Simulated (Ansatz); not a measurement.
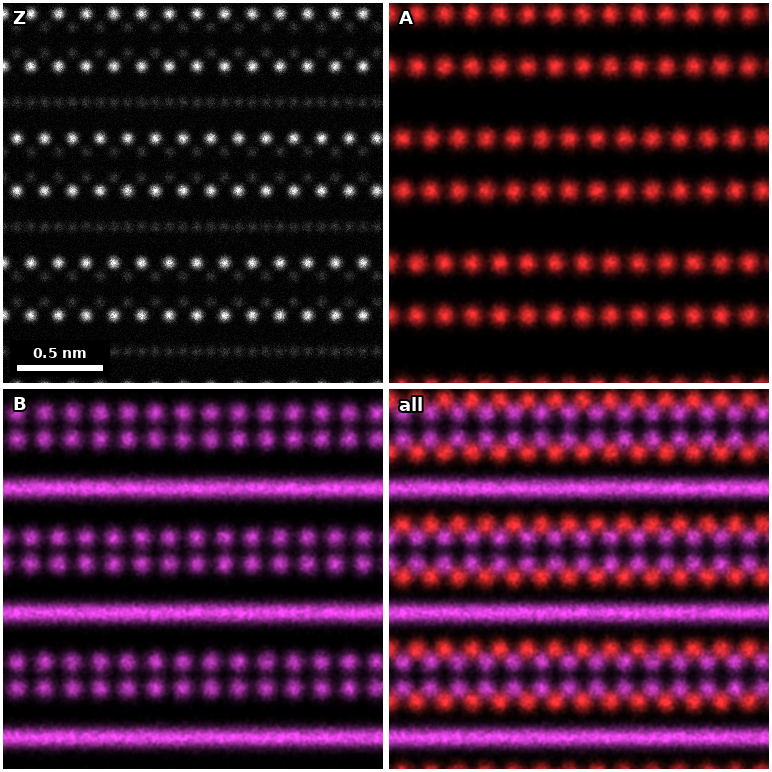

ZrSi$_{2}$ (Cmcm, No. 63) along [201]. Panel Z: Simulated incoherent Z contrast: every atom adds Z^1.7 spread by a probe of 0.50 Å full width; channelling and multiple scattering are left out. Shot noise was added. The other panels are simulated element maps (the number of atoms of one element along the beam, blurred by 0.9 Å, with counting noise; each on its own scale, no channelling); the last overlays them. Structure used: the geometry relaxed (final pressure about 5 GPa) with Ansatz 0.2.0, DFT, PAW plane waves, r2scan; the starting structure was generated, so it need not be a known form of this composition.

```
Si Zr
1.0
     3.67150    0.00000    0.00000
     0.00000   14.59929    0.00000
     0.00000    0.00000    3.61862
Si Zr
8 4
Cartesian
  1.8358 13.8323 0.9047
  0.0000 8.0666 2.7140
  0.0000 10.9424 0.9047
  1.8358 10.9565 2.7140
  0.0000 6.5326 0.9047
  1.8358 0.7670 2.7140
  1.8358 3.6428 0.9047
  0.0000 3.6569 2.7140
  1.8358 8.8361 0.9047
  0.0000 13.0628 2.7140
  0.0000 1.5365 0.9047
  1.8358 5.7632 2.7140
```

### Which element does each lettered map show?

A: Zr, B: Si. The projected cell (1.62 × 7.34 Å, 96°) holds 6 columns: 4 of Si and 2 of Zr. No column is shared by two of the mapped elements.
